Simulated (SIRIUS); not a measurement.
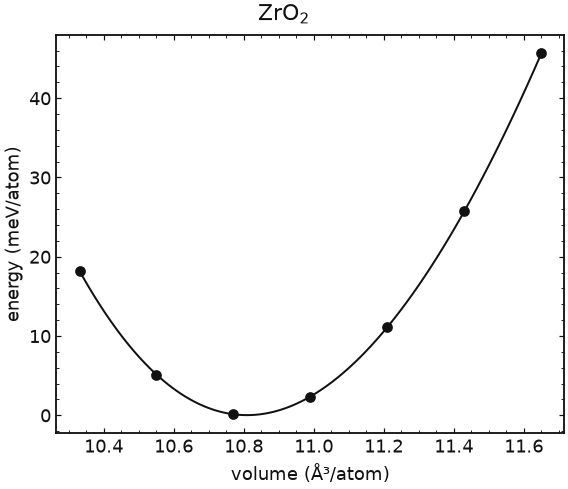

Plotted: energy against volume for ZrO₂, space group Fm-3m (No. 225).

The given structure:
```
Zr O
1.0
     0.00000    2.54507    2.54507
     2.54507    0.00000    2.54507
     2.54507    2.54507    0.00000
Zr O
1 2
Direct
  0.00000 0.00000 0.00000
  0.75000 0.75000 0.75000
  0.25000 0.25000 0.25000
```

How it was computed, with SIRIUS 7.12.0: plane-wave DFT, no spin polarisation; energies at scaled volumes of the given cell, shape and fractions fixed, counted from the fit's minimum, third-order Birch-Murnaghan fit. Level: PBEsol.

k mesh 9×9×9; occupations Fermi–Dirac; smearing width 0.05 eV; potentials dojo sr pbesol 0.4.1 standard; wave cutoff 1152 eV; density cutoff 4606 eV.

This calculation gives: equilibrium volume 10.81 Å³/atom and bulk modulus 255 GPa.

Now Zr is replaced by Hf on all its sites, which gives HfO₂ in the same structure. Predict the effect.

The equilibrium volume falls from 10.81 to 10.55 Å³/atom (−2.4 %) and the bulk modulus rises from 255 to 268 GPa (+5.1 %).

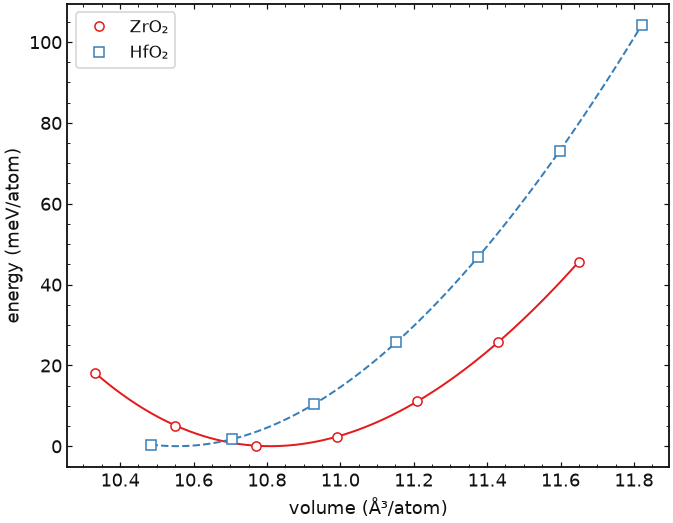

The two results together.

V0 and the bulk modulus come from third-order Birch–Murnaghan fits.
